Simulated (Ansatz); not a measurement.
NbH2

Input

```
crystal:
  lattice:
    - [0.0, 2.2814993472, 2.2814993472]
    - [2.2814993472, 0.0, 2.2814993472]
    - [2.2814993472, 2.2814993472, 0.0]
  atoms:
    - { symbol: Nb, position: [0.0, 0.0, 0.0] }
    - { symbol: H, position: [0.25, 0.25, 0.25] }
    - { symbol: H, position: [0.75, 0.75, 0.75] }
basis:
  ecutwfc: 500
  ecutrho_ratio: 4
kpoints:
  mp_grid: { grid: [12, 12, 12] }
hamiltonian:
  xc: r2scan
scf:
  occupations: { method: gaussian, width: 0.05 }
output:
  forces: true
  stress: true
  eigenvalues: true
  eigenstates:
    nscf_kmesh: { grid: [22, 22, 22] }
    de_dk: true
    e_range: [-2.5, 2.5]
  write_density: true
  write_potential: true
  elf: true
  volumetric_format: npy
```

Launched as:

```sh
ansatz run input.yaml --threads 4 --pin off --max-ram 9216MiB --backend cpu --events-out ev --progress --plain --runs-dir out
```

Below, planes, directions and counts refer to the conventional cell (a = 4.56 Å, b = 4.56 Å, c = 4.56 Å, α = 90.00°, β = 90.00°, γ = 90.00°).

Space group Fm-3m; started from the NbH2 prototype; computed without spin polarisation.

These are results of DFT r2SCAN, scalar-relativistic, plane waves, PAW (Ansatz), not measurements.

### What can the converged valence pseudo-density and electron localisation function tell about the bonding?

Nb–H (1.98 Å): the density is about 0.66 e/Å³ at the midpoint; the ELF climbs to about 1 towards the hydrogen.

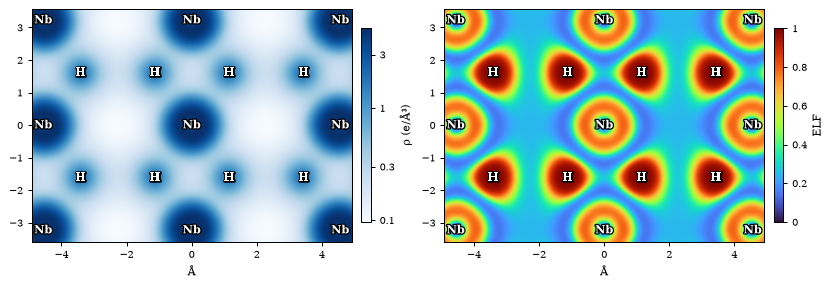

Computed valence pseudo-density and electron localisation function on the (011) plane of the conventional cell, in this order. 

The density is the valence pseudo-density of a PAW calculation; it isn't the true density close to the nuclei.
